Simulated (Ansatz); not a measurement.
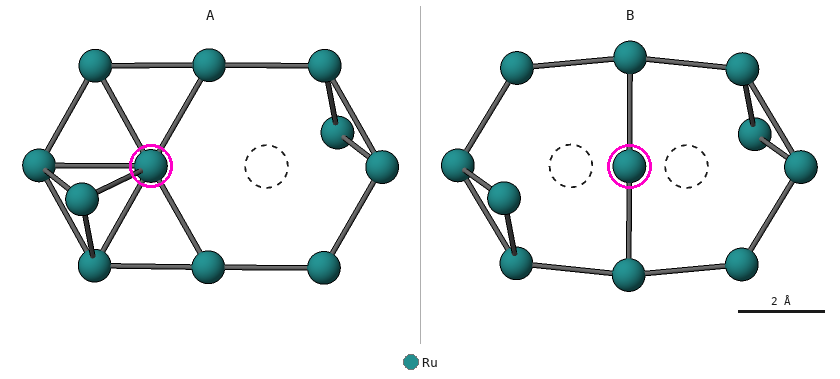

A vacancy jump of ruthenium in Ru (Fm-3m phase), in a neutral cell with 26 atoms, whose images lie 8.1 Å apart. One frame is the relaxed vacancy; in the other the neighbouring Ru atom (ringed) was set half-way along its jump of 2.69 Å and all atoms were relaxed in the symmetry of that start. Dashed circles mark empty sites. Style: ball-and-stick. Shown: the slice 3.8 Å thick through the jump, out to 4.1 Å from its middle, across the jump.

These are results of DFT PBE, scalar-relativistic, plane waves, PAW (Ansatz 0.2.0), not measurements. (plane-wave cutoff 420 eV; k-point mesh 4 × 4 × 4; occupations gaussian; smearing width 0.1 eV; no spin polarisation; atoms relaxed in a fixed cell; force threshold 0.02 eV/Å).

### What does the half-way point cost?

Frame B is the half-way start after relaxation. It lies 1.89 eV above the relaxed vacancy. The atom stays half-way, on the straight line. The symmetry of the start was kept and can hold it there, so for a path with one hump at the middle this is the barrier or an upper bound to it. There it has 4 Ru as nearest neighbours, the closest at 2.54 Å. Both cells are metallic on the mesh.

Limits of the set-up: the periodic images lie only 8.1 Å apart, so the values are limited by the cell's size.
